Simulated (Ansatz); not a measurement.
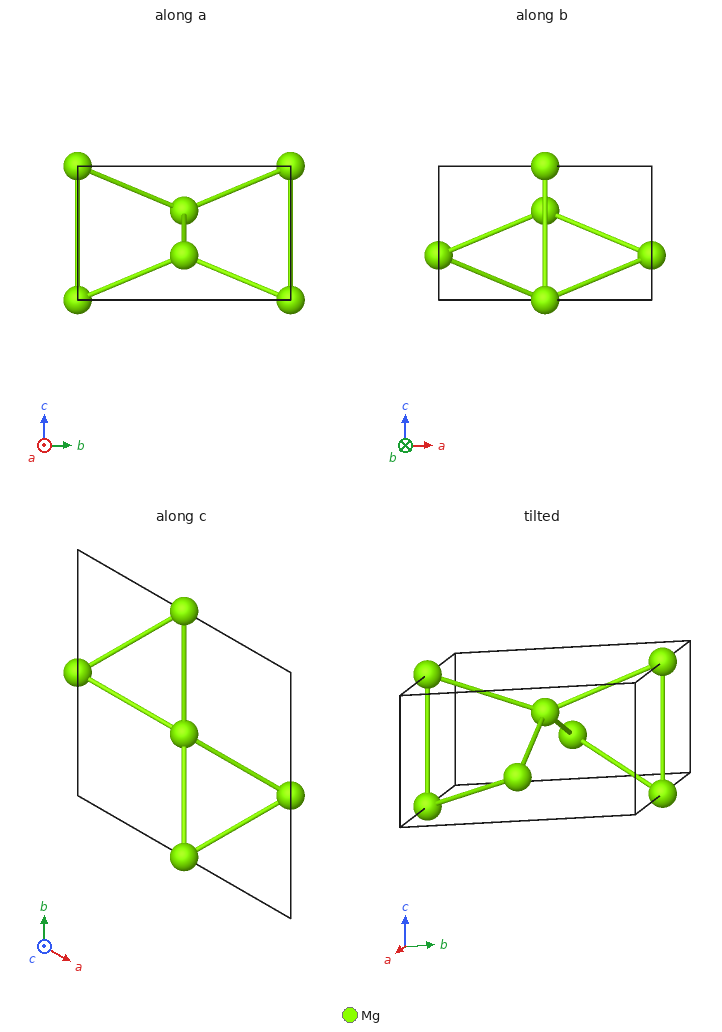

Ball-and-stick drawing of the structure, looking along the a axis, along the b axis, along the c axis and slightly off an axis. The edges of the conventional unit cell are marked.

Lattice parameters: a = 5.657 Å, b = 5.657 Å, c = 3.082 Å, α = 90.00°, β = 90.00°, γ = 120.00°. Put a along x and b in the xy plane.

Express the structure as a POSCAR file.

Answer.
```
Mg
1.0
     5.657    0.000    0.000
    -2.829    4.899    0.000
     0.000    0.000    3.082
Mg
3
Direct
  0.0000 0.5000 0.3333
  0.5000 0.5000 0.6667
  0.5000 0.0000 0.0000
```

The structure was taken from a structure type filled with this element by a generator (whether the element takes this form wasn't checked). The final geometry of a relaxation with DFT PBE, scalar-relativistic, plane waves, PAW (Ansatz) is shown.
